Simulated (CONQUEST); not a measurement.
## KCl: 7 runs along one coordinate

System: KCl (2 atoms in the cell).
Method: Kohn-Sham DFT of a periodic cell, PBE, PseudoDojo NC PBE, no spin polarisation (CONQUEST 1.3).

The 7 runs differ only in the geometry, by an even scaling of the cell at fixed fractional positions. The structure derives from a Materials Project entry.

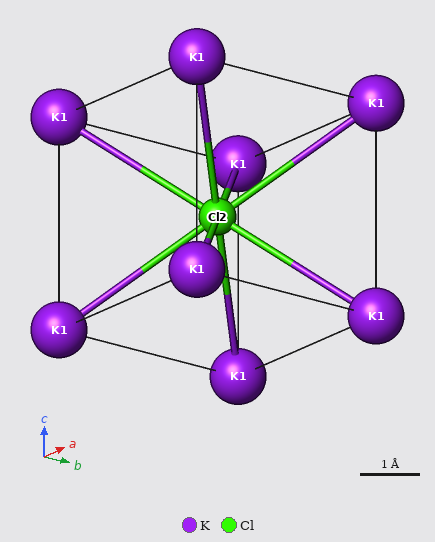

Figure 1. The structure of run 4 (ball-and-stick view of the cell of the calculation, seen at an oblique angle; atoms are numbered from 1 in the order of the input).

## Input of run 4
```
IO.Title KCl
IO.Coordinates coords.dat
IO.FractionalAtomicCoords T
IO.Iprint 2
IO.Iprint_init 1
General.NumberOfSpecies 2
General.PseudopotentialType hamann
AtomMove.TypeOfRun static
AtomMove.FullStress T
Grid.PointsAlongX 36
Grid.PointsAlongY 36
Grid.PointsAlongZ 36
DM.SolutionMethod diagon
Diag.MPMesh T
Diag.GammaCentred T
Diag.MPMeshX 7
Diag.MPMeshY 7
Diag.MPMeshZ 7
Diag.kT 0.00183747
minE.SCTolerance 1e-6
SC.MaxIters 100
IO.AtomChargeOutput T
%block ChemicalSpeciesLabel
1 39.100 K
2 35.450 Cl
%endblock
```

Command:
```bash
Conquest
```

Lattice vectors (Å) and fractional positions of run 4:
```
   3.839196    0.000000    0.000000
   0.000000    3.839196    0.000000
   0.000000    0.000000    3.839196
K   0.000000  0.000000  0.000000
Cl  0.500000  0.500000  0.500000
```

Run 3 has the same physical settings and fractional positions; its lattice vectors (Å) are:
```
   3.813429    0.000000    0.000000
   0.000000    3.813429    0.000000
   0.000000    0.000000    3.813429
```

## Results, with one run withheld

```csv
run,volume per atom (Å³),"free energy per atom, from the lowest run given (meV)",pressure (GPa),gap on the mesh (eV)
1,26.596,3.12,0.89,5.14
2,27.162,0.55,0.40,5.04
3,27.728,?,?,?
4,28.294,0.00,−0.28,4.86
5,28.860,1.80,−0.70,4.78
6,29.426,4.51,−0.91,4.70
7,29.991,8.34,−1.23,4.63
```

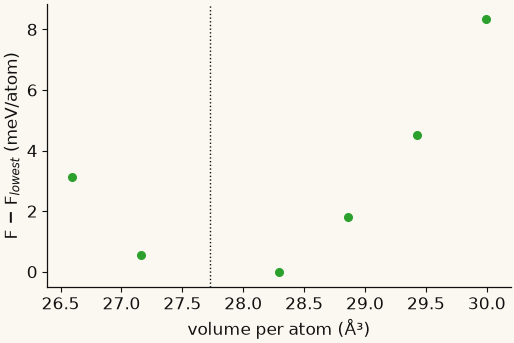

Figure 2. Free energy per atom of the runs given; the dotted line marks run 3.

Fit the runs given and predict run 3.

A cubic polynomial in V^(−2/3) (the Birch–Murnaghan form), fitted to the 6 runs given, misses them by at most 0.06 meV per atom. With x = V^(−2/3) − 0.10757 Å⁻², it reads F = 0.13582 − 850.5 x + 3.1153e+05 x² + 1.7433e+06 x³ (meV per atom). At run 3 it gives −0.42 meV per atom, and the run itself gives −0.52. The slope of the fit gives a pressure −dF/dV of 0.06 GPa there, and the run prints 0.10 GPa. The fit has its minimum at 27.819 Å³ per atom, where V d²F/dV² gives 19.3 GPa: the bulk modulus at this level, since symmetry fixes the shape and the positions. The gap on the mesh goes, without turning, from 5.14 eV in run 1 to 4.63 eV in run 7; run 3 has 4.95 eV. These are gaps of this functional on this mesh, which can miss the band edges; they aren't the measured gap.

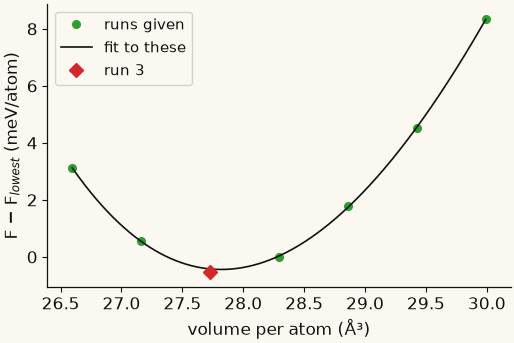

Figure 3. The fit and the withheld run.

## Some lines of the output (run 3)
```
[...]
      Using Fermi-Dirac smearing
          DFT Total Energy                 :       -46.575665127734332 Ha
          DFT Total Energy                 :       -46.583702565080650 Ha
          DFT Total Energy                 :       -46.583778859269749 Ha
          DFT Total Energy                 :       -46.583792228115691 Ha
          DFT Total Energy                 :       -46.583792660498567 Ha
          DFT Total Energy                 :       -46.583792660707765 Ha
      |* DFT total energy        =       -46.583792660707765 Ha
    force: Average pressure:      0.09562480 GPa
```

Notes: With a small basis of atomic orbitals these values can differ much from converged plane-wave results.
